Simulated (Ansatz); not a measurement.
HfN: geometry relaxation (part 1 of 2)

- system: HfN (F-43m, 2 atoms in the cell)
- method: DFT PBEsol, scalar-relativistic, plane waves, PAW, no spin polarisation (Ansatz 0.2.0)

The structure derives from a Materials Project entry.

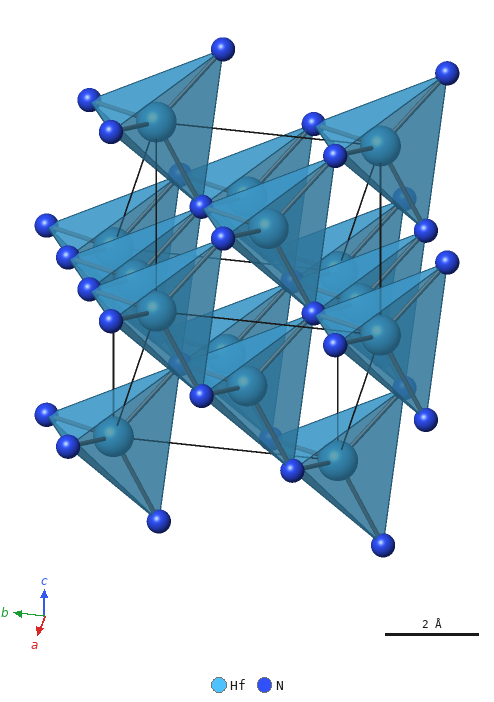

**Figure 1.** The input geometry (polyhedral view of the cell 4 times as large as that of the calculation, set on its symmetry axes, seen at an oblique angle; polyhedra are completed across the faces of the cell).

**The input**
```yaml
crystal:
  lattice:
    - [0.0, 2.454822, 2.454822]
    - [2.454822, 0.0, 2.454822]
    - [2.454822, 2.454822, 0.0]
  atoms:
    - { symbol: Hf, position: [0.0, 0.0, 0.0] }
    - { symbol: "N", position: [0.75, 0.75, 0.75] }
basis:
  ecutwfc: 420
kpoints:
  mp_grid: { grid: [14, 14, 14] }
hamiltonian:
  xc: pbesol
scf:
  occupations: { method: gaussian, width: 0.1 }
output:
  forces: true
  stress: true
  eigenvalues: true
  write_density: true
  write_potential: true
  elf: true
  volumetric_format: npy
relax:
  adjacent_minimum: "off"
  f_tol: 0.005
  max_steps: 80
  cell: { stress_tol: 0.05 }
```

Machine: 1 thread of Oxide Virtual Turin-like (Zen 5), 32 GiB of memory available, shared host.

Launch command:
```bash
ansatz run input.yaml --threads 1 --pin off --max-ram 2560MiB --backend cpu --events-out ev --progress --plain --runs-dir out
```

**What the program printed**
```
Engine: ansatz 0.2.0, x86_64-unknown-linux-gnu
Pseudopotentials: kind: paw
Pseudopotential: Hf, paw, valence charge 26, recommended cutoff 420 eV (normal), Hf.paw.azcp
Pseudopotential: N, paw, valence charge 5, recommended cutoff 420 eV (normal), N.paw.azcp
Functional definition: PBEsol
  exchange = pbesol_x
  correlation = pbesol_c
Crystal: 2 atoms, lattice volume = 29.586 Å³
Basis set: ecut = 420 eV, 561 PW (Γ), exchange–correlation on 48×48×48 points (8 copies of the dense FFT grid, shifted against one another)
Bands: 20, of which v1, the nominal top of the filled ones, is band 16 counted from 1 (15 counted from 0)
Symmetry: 24 space group operations
Space group: F-43m (ITA 216), of the structure as read, at distance tolerance 3.1e-5 Å
k-points: 104 of 2744 (time reversal used)
Non-local potential: Hf, projectors of the file, l = 0: 3, l = 1: 2, l = 2: 2, l = 3: 3
Non-local potential: N, projectors of the file, l = 0: 2, l = 1: 2, l = 2: 1
PAW form: soft (Blöchl's): semilocal exchange-correlation on the pseudo side does not see the compensation charge
PAW frozen core: Hf, regenerated for the run's functional, and the local potential with it (the file was generated under x = pbe(κ = 0.804, μ = 0.2195149727645171), c = pbe(β = 0.06672455060314922))
PAW frozen core: N, regenerated for the run's functional, and the local potential with it (the file was generated under x = pbe(κ = 0.804, μ = 0.2195149727645171), c = pbe(β = 0.06672455060314922))
PAW one-centre angular grid: Hf, 590 points (default); XC on 64 Gauss nodes
PAW one-centre angular grid: N, 110 points (default); XC on 64 Gauss nodes
Initial density: superposition of atomic densities (neutral atoms: chi_scale 0, normalization atom), corrected by the library's trained network
Initial wavefunctions: pseudopotential atomic-orbital guess
Functional: x = pbesol(κ = 0.804, μ = 0.12345679012345678), c = pbesol(β = 0.046)
SCF iter   1: F=—  HF=-15979.582972 eV  |F-HF|=—  |Δ(HF+E_count)|=         —  Δρ=1.72e-2  dr2=9.54e-2  ethr=1.77e-3  ⟨swp⟩=4.4  Hψ=8066  notcnv=0
preconditioner: auto → Kerker (q_TF=auto, 2.750 Å⁻¹)  [metal: Δε(μ)=0.091 eV  Ē_g=18.287 eV  σ=0.100 eV  W_gap=0.45  n_scr=14 (ndim 8)  ℏωp=36.8 eV  f_vac=0.006  D(μ)=0.61/eV (n_scr^D=0)]
SCF iter   2: F=—  HF=-15979.561018 eV  |F-HF|=—  |Δ(HF+E_count)|=   2.20e-2  Δρ=3.29e-3  dr2=3.15e-3  ethr=3.08e-4  ⟨swp⟩=2.0  Hψ=3257  notcnv=0  defer=37
SCF iter   3: F=—  HF=-15979.560816 eV  |F-HF|=—  |Δ(HF+E_count)|=   2.02e-4  Δρ=1.57e-3  dr2=4.53e-4  ethr=1.02e-5  ⟨swp⟩=2.3  Hψ=3101  notcnv=0  defer=37
SCF iter   4: F=—  HF=-15979.560910 eV  |F-HF|=—  |Δ(HF+E_count)|=   9.35e-5  Δρ=6.88e-4  dr2=1.23e-4  ethr=1.46e-6  ⟨swp⟩=2.0  Hψ=3447  notcnv=0  defer=37
SCF iter   5: F=—  HF=-15979.560866 eV  |F-HF|=—  |Δ(HF+E_count)|=   4.36e-5  Δρ=2.35e-4  dr2=1.95e-5  ethr=3.98e-7  ⟨swp⟩=2.3  Hψ=3518  notcnv=0  defer=37
SCF iter   6: F=—  HF=-15979.560868 eV  |F-HF|=—  |Δ(HF+E_count)|=   2.11e-6  Δρ=8.90e-5  dr2=2.40e-6  ethr=6.28e-8  ⟨swp⟩=2.0  Hψ=3238  notcnv=0  defer=37
SCF iter   7: F=—  HF=-15979.560868 eV  |F-HF|=—  |Δ(HF+E_count)|=   2.90e-7  Δρ=2.66e-5  dr2=1.60e-7  ethr=7.73e-9  ⟨swp⟩=2.0  Hψ=3216  notcnv=0  defer=37
SCF iter   8: F=-15979.560868 eV  HF=-15979.560868 eV  |F-HF|=1.66e-9  |Δ(HF+E_count)|=   1.48e-7  Δρ=6.00e-6  dr2=9.86e-9  ethr=3.23e-10  ⟨swp⟩=10.4  Hψ=14244  notcnv=0
SCF 1 converged in 8 iterations: F = -15979.560868 eV  dr2 = 9.86e-9
  greatest PAW one-centre occupation: 0.998 electrons in one spin orbital (limit 2), on the Hf atom at site 0 (counted from 0), in its partial waves of l = 3
relax step   1: F+E_penalty+E_count = -15979.56086781 eV  Δ(F+E_penalty+E_count) = +0.000e0 eV  max|allowed force component| = 3.516e-16 eV/Å  Δτ_max = 0.0000 Å  P = -5.037 GPa  Ω = 29.586 Å³  (8 SCF iters, dr2 threshold 1.00e-7 eV, accepted)
Crystal: 2 atoms, lattice volume = 28.598 Å³
Basis set: ecut = 420 eV, 537 PW (Γ), exchange–correlation on 48×48×48 points (8 copies of the dense FFT grid, shifted against one another)
Initial density: handed on by an earlier stage of this run
Initial wavefunctions: those handed on with the density
iter 1 solved again at ethr=2.23e-5 eV; its pass at ethr=3.10e-3 eV (dr2=6.92e-3 eV) is discarded
SCF iter   1: F=—  HF=-15979.575852 eV  |F-HF|=—  |Δ(HF+E_count)|=         —  Δρ=4.80e-3  dr2=7.09e-3  ethr=2.23e-5  ⟨swp⟩=1.0  Hψ=10894  notcnv=0
preconditioner: auto → Kerker (q_TF=auto, 2.765 Å⁻¹)  [metal: Δε(μ)=0.083 eV  Ē_g=18.408 eV  σ=0.100 eV  W_gap=0.39  n_scr=14 (ndim 8)  ℏωp=37.4 eV  f_vac=0.006  D(μ)=0.57/eV (n_scr^D=0)]
SCF iter   2: F=—  HF=-15979.574327 eV  |F-HF|=—  |Δ(HF+E_count)|=   1.52e-3  Δρ=1.45e-3  dr2=8.23e-4  ethr=2.23e-5  ⟨swp⟩=2.0  Hψ=2927  notcnv=0
SCF iter   3: F=—  HF=-15979.574212 eV  |F-HF|=—  |Δ(HF+E_count)|=   1.16e-4  Δρ=8.18e-4  dr2=2.81e-4  ethr=2.66e-6  ⟨swp⟩=2.4  Hψ=3487  notcnv=0
SCF iter   4: F=—  HF=-15979.574196 eV  |F-HF|=—  |Δ(HF+E_count)|=   1.54e-5  Δρ=3.83e-4  dr2=4.57e-5  ethr=9.05e-7  ⟨swp⟩=2.0  Hψ=3524  notcnv=0
SCF iter   5: F=—  HF=-15979.574129 eV  |F-HF|=—  |Δ(HF+E_count)|=   6.72e-5  Δρ=1.52e-4  dr2=5.50e-6  ethr=1.47e-7  ⟨swp⟩=2.1  Hψ=3710  notcnv=0
SCF iter   6: F=—  HF=-15979.574140 eV  |F-HF|=—  |Δ(HF+E_count)|=   1.09e-5  Δρ=5.78e-5  dr2=1.01e-6  ethr=1.77e-8  ⟨swp⟩=2.0  Hψ=3606  notcnv=0
SCF iter   7: F=-15979.574140 eV  HF=-15979.574140 eV  |F-HF|=2.09e-9  |Δ(HF+E_count)|=   7.50e-8  Δρ=1.59e-5  dr2=8.28e-8  ethr=6.45e-10  ⟨swp⟩=10.0  Hψ=17269  notcnv=0
SCF 2 converged in 7 iterations: F = -15979.574140 eV  dr2 = 8.28e-8
  Residual-converged pass: ⟨swp⟩=1.0  Hψ=2500  notcnv=0  max |occ|·‖R‖ = 7.0e-9 eV (tolerance 1.0e-8 eV)  dr2=8.28e-8  dr2_onsite=5.85e-8  max |Δocc| = 4.5e-11
relax step   2: F+E_penalty+E_count = -15979.57413996 eV  Δ(F+E_penalty+E_count) = -1.327e-2 eV  max|allowed force component| = 1.665e-16 eV/Å  Δτ_max = 0.0000 Å  P = +1.735 GPa  Ω = 28.598 Å³  energy of the carried Pulay correction = +2.497e-3 eV  (7 SCF iters, dr2 threshold 2.00e-7 eV, accepted)
Crystal: 2 atoms, lattice volume = 28.845 Å³
iter 1 solved again at ethr=1.69e-6 eV; its pass at ethr=3.10e-3 eV (dr2=5.23e-4 eV) is discarded
SCF iter   1: F=—  HF=-15979.574894 eV  |F-HF|=—  |Δ(HF+E_count)|=         —  Δρ=1.26e-3  dr2=4.90e-4  ethr=1.69e-6  ⟨swp⟩=2.0  Hψ=10145  notcnv=0
preconditioner: auto → Kerker (q_TF=auto, 2.761 Å⁻¹)  [metal: Δε(μ)=0.085 eV  Ē_g=18.381 eV  σ=0.100 eV  W_gap=0.41  n_scr=14 (ndim 8)  ℏωp=37.2 eV  f_vac=0.011  D(μ)=0.59/eV (n_scr^D=0)]
SCF iter   2: F=—  HF=-15979.574794 eV  |F-HF|=—  |Δ(HF+E_count)|=   9.98e-5  Δρ=3.72e-4  dr2=5.35e-5  ethr=1.58e-6  ⟨swp⟩=2.0  Hψ=2920  notcnv=0
SCF iter   3: F=—  HF=-15979.574788 eV  |F-HF|=—  |Δ(HF+E_count)|=   6.53e-6  Δρ=2.09e-4  dr2=1.82e-5  ethr=1.72e-7  ⟨swp⟩=2.2  Hψ=3381  notcnv=0
SCF iter   4: F=—  HF=-15979.574785 eV  |F-HF|=—  |Δ(HF+E_count)|=   2.36e-6  Δρ=7.69e-5  dr2=1.74e-6  ethr=5.88e-8  ⟨swp⟩=2.0  Hψ=3573  notcnv=0
SCF iter   5: F=—  HF=-15979.574783 eV  |F-HF|=—  |Δ(HF+E_count)|=   2.75e-6  Δρ=3.76e-5  dr2=3.49e-7  ethr=5.61e-9  ⟨swp⟩=2.2  Hψ=3729  notcnv=0
SCF iter   6: F=-15979.574783 eV  HF=-15979.574783 eV  |F-HF|=4.80e-8  |Δ(HF+E_count)|=   4.62e-7  Δρ=1.35e-5  dr2=6.01e-8  ethr=6.45e-10  ⟨swp⟩=9.7  Hψ=17374  notcnv=0
SCF 3 converged in 6 iterations: F = -15979.574783 eV  dr2 = 6.01e-8
  Residual-converged pass: ⟨swp⟩=1.0  Hψ=2498  notcnv=0  max |occ|·‖R‖ = 7.0e-9 eV (tolerance 1.0e-8 eV)  dr2=6.01e-8  dr2_onsite=9.46e-8  max |Δocc| = 9.9e-12
relax step   3: F+E_penalty+E_count = -15979.57478292 eV  Δ(F+E_penalty+E_count) = -6.430e-4 eV  max|allowed force component| = 3.608e-16 eV/Å  Δτ_max = 0.0000 Å  P = -0.067 GPa  Ω = 28.845 Å³  energy of the carried Pulay correction = +1.865e-3 eV  (6 SCF iters, dr2 threshold 2.00e-7 eV, accepted)
Crystal: 2 atoms, lattice volume = 28.836 Å³
iter 1 solved again at ethr=2.14e-9 eV; its pass at ethr=3.10e-3 eV (dr2=6.64e-7 eV) is discarded
SCF iter   1: F=—  HF=-15979.574805 eV  |F-HF|=—  |Δ(HF+E_count)|=         —  Δρ=4.70e-5  dr2=6.25e-7  ethr=2.14e-9  ⟨swp⟩=2.0  Hψ=10127  notcnv=0
preconditioner: auto → Kerker (q_TF=auto, 2.761 Å⁻¹)  [metal: Δε(μ)=0.085 eV  Ē_g=18.382 eV  σ=0.100 eV  W_gap=0.41  n_scr=14 (ndim 8)  ℏωp=37.2 eV  f_vac=0.009  D(μ)=0.58/eV (n_scr^D=0)]
SCF iter   2: F=—  HF=-15979.574809 eV  |F-HF|=—  |Δ(HF+E_count)|=   3.18e-6  Δρ=1.49e-5  dr2=6.52e-8  ethr=2.02e-9  ⟨swp⟩=2.0  Hψ=3174  notcnv=0
SCF iter   3: F=—  HF=-15979.574809 eV  |F-HF|=—  |Δ(HF+E_count)|=   5.64e-9  Δρ=8.02e-6  dr2=1.93e-8  ethr=3.62e-11  ⟨swp⟩=7.8  Hψ=12297  notcnv=0
SCF iter   4: F=-15979.574809 eV  HF=-15979.574809 eV  |F-HF|=4.41e-9  |Δ(HF+E_count)|=   3.64e-9  Δρ=3.63e-6  dr2=4.75e-9  ethr=3.62e-11  ⟨swp⟩=7.1  Hψ=11519  notcnv=0
SCF 4 converged in 4 iterations: F = -15979.574809 eV  dr2 = 4.75e-9
relax step   4: F+E_penalty+E_count = -15979.57480852 eV  Δ(F+E_penalty+E_count) = -2.560e-5 eV  max|allowed force component| = 3.793e-16 eV/Å  Δτ_max = 0.0000 Å  P = -0.001 GPa  Ω = 28.836 Å³  energy of the carried Pulay correction = +1.889e-3 eV  (4 SCF iters, dr2 threshold 1.12e-8 eV, accepted)
Initial wavefunctions: pseudopotential atomic-orbital guess (no wavefunctions were taken with the density)
iter 1 solved again at ethr=1.85e-8 eV; its pass at ethr=3.10e-3 eV (dr2=5.73e-6 eV) is discarded
SCF iter   1: F=—  HF=-15979.573117 eV  |F-HF|=—  |Δ(HF+E_count)|=         —  Δρ=1.26e-4  dr2=6.92e-7  ethr=1.85e-8  ⟨swp⟩=3.2  Hψ=14444  notcnv=0
SCF iter   2: F=—  HF=-15979.573122 eV  |F-HF|=—  |Δ(HF+E_count)|=   4.73e-6  Δρ=6.66e-5  dr2=2.47e-7  ethr=2.23e-9  ⟨swp⟩=2.0  Hψ=3699  notcnv=0
SCF iter   3: F=—  HF=-15979.573122 eV  |F-HF|=—  |Δ(HF+E_count)|=   1.89e-7  Δρ=3.48e-5  dr2=5.56e-8  ethr=7.95e-10  ⟨swp⟩=2.4  Hψ=3556  notcnv=0
SCF iter   4: F=—  HF=-15979.573122 eV  |F-HF|=—  |Δ(HF+E_count)|=   7.72e-8  Δρ=2.90e-6  dr2=1.10e-9  ethr=1.79e-10  ⟨swp⟩=2.0  Hψ=3276  notcnv=0
SCF iter   5: F=—  HF=-15979.573122 eV  |F-HF|=—  |Δ(HF+E_count)|=  4.00e-11  Δρ=6.58e-7  dr2=7.83e-11  ethr=3.56e-12  ⟨swp⟩=2.0  Hψ=3696  notcnv=0
SCF iter   6: F=—  HF=-15979.573122 eV  |F-HF|=—  |Δ(HF+E_count)|=  2.80e-10  Δρ=3.25e-7  dr2=1.47e-11  ethr=1.00e-12  ⟨swp⟩=6.1  Hψ=10252  notcnv=0
SCF iter   7: F=-15979.573122 eV  HF=-15979.573122 eV  |F-HF|=0.00e0  |Δ(HF+E_count)|=  1.46e-11  Δρ=7.77e-8  dr2=2.27e-12  ethr=1.00e-12  ⟨swp⟩=5.8  Hψ=9084  notcnv=0
SCF 5 converged in 7 iterations: F = -15979.573122 eV  dr2 = 2.27e-12
relax step   5: F+E_penalty+E_count = -15979.57312244 eV  Δ(F+E_penalty+E_count) = +1.686e-3 eV  max|allowed force component| = 3.886e-16 eV/Å  Δτ_max = 0.0000 Å  P = -0.089 GPa  Ω = 28.836 Å³  stress off target by 8.92e-2 GPa  SCF on the basis re-selected at this cell (its energy is not comparable with the rows above)  (7 SCF iters)
basis re-selected at this cell: Δ(F+E_penalty+E_count) = +1.686e-3 eV, ΔP = -0.088 GPa vs the last step (what re-selecting the basis moved, of the pressure what is left beyond the Pulay correction that the steps carried, after the strain that the cell walked since its last selection, with what the two solves' SCF thresholds leave and, on support functions, any second-order correction that the steps lacked; it is no measure of the basis error at this ecutwfc). This SCF's stress stands 8.92e-2 GPa from its target on what of the cell is left free (relax.cell.stress_tol is 5.00e-2 GPa) and its largest allowed force component is 3.89e-16 eV/Å (relax.f_tol is 5.00e-3 eV/Å): not within both, so this SCF does not close the relaxation
Crystal: 2 atoms, lattice volume = 28.823 Å³
iter 1 solved again at ethr=4.24e-9 eV; its pass at ethr=3.10e-3 eV (dr2=1.31e-6 eV) is discarded
SCF iter   1: F=—  HF=-15979.573155 eV  |F-HF|=—  |Δ(HF+E_count)|=         —  Δρ=6.31e-5  dr2=1.23e-6  ethr=4.24e-9  ⟨swp⟩=2.0  Hψ=10080  notcnv=0
preconditioner: auto → Kerker (q_TF=auto, 2.762 Å⁻¹)  [metal: Δε(μ)=0.085 eV  Ē_g=18.383 eV  σ=0.100 eV  W_gap=0.41  n_scr=14 (ndim 8)  ℏωp=37.2 eV  f_vac=0.009  D(μ)=0.58/eV (n_scr^D=0)]
SCF iter   2: F=—  HF=-15979.573158 eV  |F-HF|=—  |Δ(HF+E_count)|=   3.24e-6  Δρ=1.87e-5  dr2=1.36e-7  ethr=3.98e-9  ⟨swp⟩=2.0  Hψ=2922  notcnv=0
SCF iter   3: F=—  HF=-15979.573158 eV  |F-HF|=—  |Δ(HF+E_count)|=   1.73e-8  Δρ=1.06e-5  dr2=4.75e-8  ethr=6.42e-11  ⟨swp⟩=7.1  Hψ=11945  notcnv=0
SCF iter   4: F=—  HF=-15979.573158 eV  |F-HF|=—  |Δ(HF+E_count)|=   5.29e-9  Δρ=4.04e-6  dr2=4.90e-9  ethr=6.42e-11  ⟨swp⟩=8.4  Hψ=12703  notcnv=0
SCF iter   5: F=-15979.573158 eV  HF=-15979.573158 eV  |F-HF|=9.31e-10  |Δ(HF+E_count)|=   7.80e-9  Δρ=1.93e-6  dr2=9.39e-10  ethr=1.58e-11  ⟨swp⟩=7.2  Hψ=11558  notcnv=0
SCF 6 converged in 5 iterations: F = -15979.573158 eV  dr2 = 9.39e-10
```
